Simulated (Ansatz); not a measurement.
```cif
data_structure
_symmetry_space_group_name_H-M 'P 1'
_symmetry_Int_Tables_number 1
_cell_length_a 5.1952
_cell_length_b 5.5987
_cell_length_c 27.4958
_cell_angle_alpha 90.000
_cell_angle_beta 90.000
_cell_angle_gamma 117.643
_cell_volume 708.47
loop_
_atom_site_label
_atom_site_type_symbol
_atom_site_fract_x
_atom_site_fract_y
_atom_site_fract_z
_atom_site_occupancy
O1 O 0.86247 0.88582 0.26715 1
Nb1 Nb 0.51703 0.79148 0.29330 1
O2 O 0.24440 0.50300 0.26448 1
Li1 Li 0.19594 0.17416 0.28569 1
O3 O 0.43223 0.06092 0.32716 1
O4 O 0.53460 0.68280 0.35937 1
Li2 Li 0.76982 0.52623 0.38137 1
O5 O 0.90899 0.24259 0.39034 1
Nb2 Nb 0.47573 0.95506 0.39609 1
O6 O 0.08374 0.80898 0.41502 1
O7 O 0.47032 0.28944 0.42778 1
Nb3 Nb 0.06893 0.15374 0.44419 1
O8 O 0.63717 0.87307 0.45345 1
Li3 Li 0.79104 0.58361 0.48354 1
O9 O 0.07684 0.40498 0.49074 1
O10 O 0.10894 0.96657 0.50926 1
Li4 Li 0.39473 0.78794 0.51646 1
O11 O 0.54860 0.49848 0.54655 1
Nb4 Nb 0.11685 0.21781 0.55581 1
O12 O 0.71545 0.08211 0.57222 1
O13 O 0.10204 0.56257 0.58498 1
Nb5 Nb 0.71005 0.41649 0.60391 1
O14 O 0.27678 0.12896 0.60966 1
Li5 Li 0.41595 0.84532 0.61863 1
O15 O 0.65118 0.68875 0.64063 1
O16 O 0.75355 0.31063 0.67284 1
Li6 Li 0.98983 0.19739 0.71431 1
O17 O 0.94138 0.86855 0.73552 1
Nb6 Nb 0.66874 0.58007 0.70670 1
O18 O 0.32331 0.48573 0.73285 1
```

Method: DFT PBEsol, scalar-relativistic, plane waves, PAW (Ansatz 0.2.0).

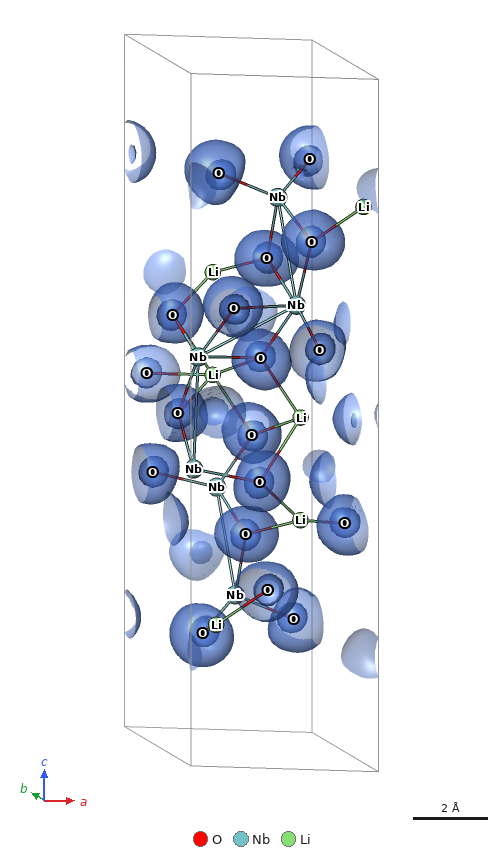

LiNbO3 (slab). Isosurface of the electron localisation function at 0.75 (blue), seen slightly off an axis. Core shells and regions of very low density are left out. Sticks mark near contacts.

Core electrons are frozen (PAW), and the valence fields are smoothed inside the atomic spheres.

Q: What do the ELF domains correspond to?

A: The ELF exceeds this value in 18 regions wrapped around O (the valence shell of each), counted in one cell of 30 atoms. Counts are for one cell; the picture repeats the cell along the surface.

Values along the shortest contacts:
Nb–O (1.77 Å): the ELF peaks at about 0.75 in the valence shell of O, 0.5 Å from its nucleus, and drops to about 0.35 between the two atoms. Li–O (1.81 Å): the ELF peaks at about 0.85 in the valence shell of O, 0.6 Å from its nucleus, and falls to about 0.05 next to Li; a largely ionic contact.
